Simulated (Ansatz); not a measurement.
# Cu/HfO2/Cu: predicting the conductance of a thicker barrier

How it was computed: Ansatz 0.2.0, plane waves with PAW datasets, PBE. Interfaces are relaxed in a short slab (with D3(BJ) where the barrier is layered), set between ideal electrode layers that go on as semi-infinite leads, and the zero-bias conductance G at 300 K comes from T(E) on a typed mesh. The error is the largest of the program's estimates from energy step, mesh, the leads' potential steps and neutrality; its separate bound for narrow resonances between the energies solved isn't counted and can be far larger. The lower electrode is Cu (fcc 001 sqrt2 x sqrt2), the upper Cu (fcc 001 sqrt2 x sqrt2) and the barrier HfO2 (fluorite 001), on a net of side 3.63 Å; d is the distance between the electrodes' last planes.

What is known so far:

| planes in the barrier | d (Å) | G (S/m²) | error (%) | lead step (meV) |
| --- | --- | --- | --- | --- |
| 4 | 7.85 | 8.90e12 | 2 | 21 |
| 6 | 10.44 | 7.86e11 | 3 | 21 |
| 8 | 13.03 | 1.03e11 | 3 | 21 |
| 14 | 20.80 | 1.27e8 | 4 | 21 |

Task: A further run has 16 planes, d = 23.39 Å. Fit G ∝ exp(−βd) to the rows shown and predict its conductance.

Working: Take y = ln G: 29.82, 27.39, 25.36 and 18.66. The means are d = 13.03 Å and y = 25.31; Σ(Δd Δy) = −80.40 and Σ(Δd)² = 93.91, so the slope is −0.856 Å⁻¹ (β = 0.856 Å⁻¹). At d = 23.39 Å, y = 25.31 − 0.856 × 10.36 = 16.44, or G = 1.38e7 S/m².

**The withheld run.** The run gave 1.66e7 S/m², with an error estimate of 9 % and a lead step of 20 meV. The prediction is 0.828 times that, too low by 17 %.

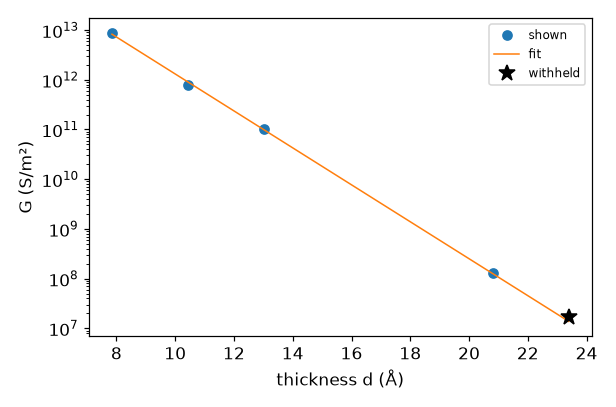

Fit and withheld run.

Caveats: The interfaces are ideal, one cell wide, strained to a common net and relaxed from one registry with their symmetry kept. PBE's gaps are too small, so true decay constants are likely larger where the Fermi level lies deep in a gap. No spin-orbit coupling, phonons, disorder or image charges enter. The rows shown are chosen by tests on error estimates (under 100 to 120 %), lead steps (under 150 meV, though the program warns over 25), intact interfaces and, for fits, a steady trend in the rows shown; the data set holds 414 series of this kind, and not all pass.
